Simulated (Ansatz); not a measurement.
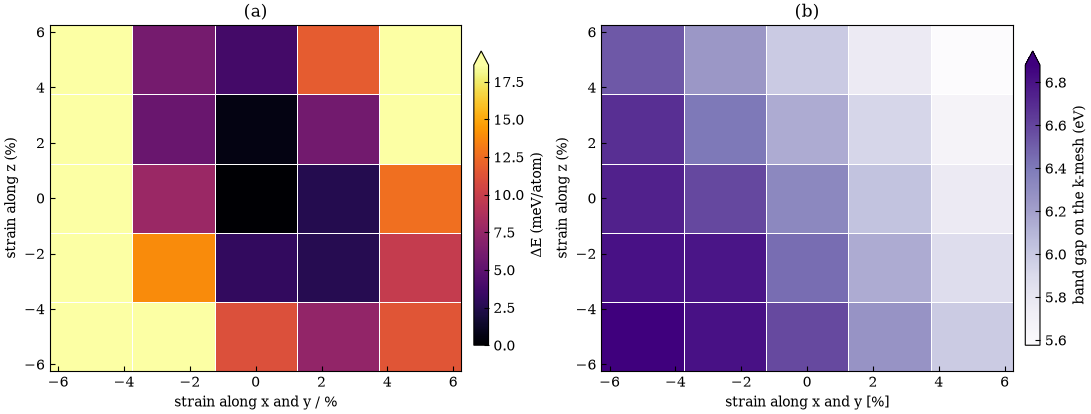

LiCl (Fm-3m, No. 225; 2 atoms in the cell). The cell is strained homogeneously, by one strain along x and y and another along z, with fractional coordinates fixed (x, y and z along the cube axes). First axis: strain along x and y. Second axis: strain along z. Grid: 5 × 5 points. All energies are given in meV/atom relative to the lowest grid point. The reference cell is the one listed in the database, not relaxed at this level. These are results of Ansatz, DFT PBE, scalar-relativistic, plane waves, PAW, not measurements. Settings: cutoff 420 eV, k-mesh 8×8×8, gaussian smearing 0.05 eV, no spin polarisation.

Panel (a) is the energy and panel (b) the computed band gap on the k-mesh on the same grid.

The picture shows one coloured cell a grid point, one colour for all values above the top of the scale.

Q: How does the band gap on the k-mesh vary over the map, and what is it at the lowest grid point?

A: It runs from 5.58 eV at strain along x and y = 5.0 %, strain along z = 5.0 % to 6.88 eV at strain along x and y = −5.0 %, strain along z = −5.0 %. At the lowest grid point, strain along x and y = 0.0 %, strain along z = 0.0 %, it is 6.33 eV.

| strain along z ↓, strain along x and y → | −5.0 | −2.5 | 0.0 | 2.5 | 5.0 |
| --- | --- | --- | --- | --- | --- |
| 5.0 | 6.53 | 6.24 | 5.99 | 5.77 | 5.58 |
| 2.5 | 6.69 | 6.40 | 6.15 | 5.93 | 5.67 |
| 0.0 | 6.74 | 6.59 | 6.33 | 6.03 | 5.77 |
| −2.5 | 6.81 | 6.79 | 6.45 | 6.15 | 5.88 |
| −5.0 | 6.88 | 6.81 | 6.58 | 6.27 | 5.99 |
